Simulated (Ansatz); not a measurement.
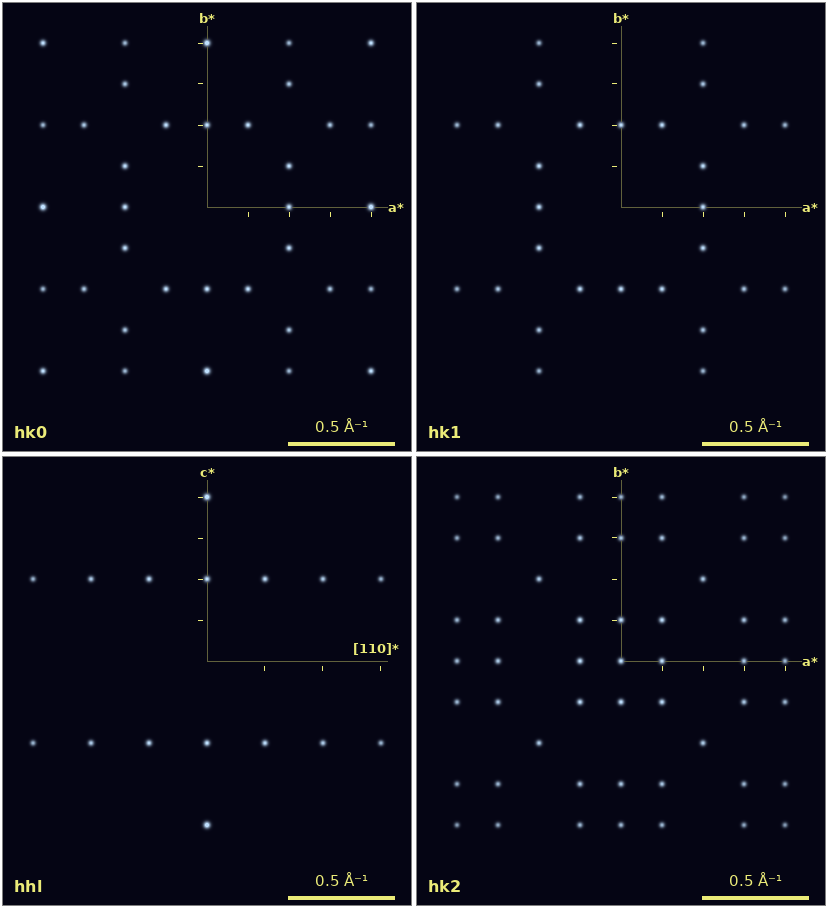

Simulated precession-type sections (X-rays; kinematic intensities, B = 0.5 Å²). The ticks mark integer indices of the conventional cell.

Q: Read the reciprocal cell and give the direct cell.

A: a* = 0.195, b* = 0.195, c* = 0.195 Å⁻¹; the cell is cubic with a = 5.14 Å.

Q: Which reflection conditions do the layers show?

A: Reflections are present only under these conditions. hkl: no condition; hk0: no condition; hhl: l = 2n; h00: h = 2n. The lattice is primitive (P). Further gaps, such as 0 4 1, 4 0 1, 1 4 0, come from atoms on special positions, not from the group's general conditions. A few very weak reflections are below the display threshold.

Q: Which space groups fit?

A: The intensities have Laue symmetry m-3m (the hk0 layer shows 4mm, hk1 shows 4mm). With these conditions the candidates are P-43n (No. 218), Pm-3n (No. 223). Diffraction geometry alone does not choose among them; the structure has Pm-3n. The compound is Al. Structure: coordinates from a relaxation with DFT, PBE, plane waves (420 eV) with PAW, scalar-relativistic in Ansatz; the starting structure was generated, so it need not be a known form of this composition.
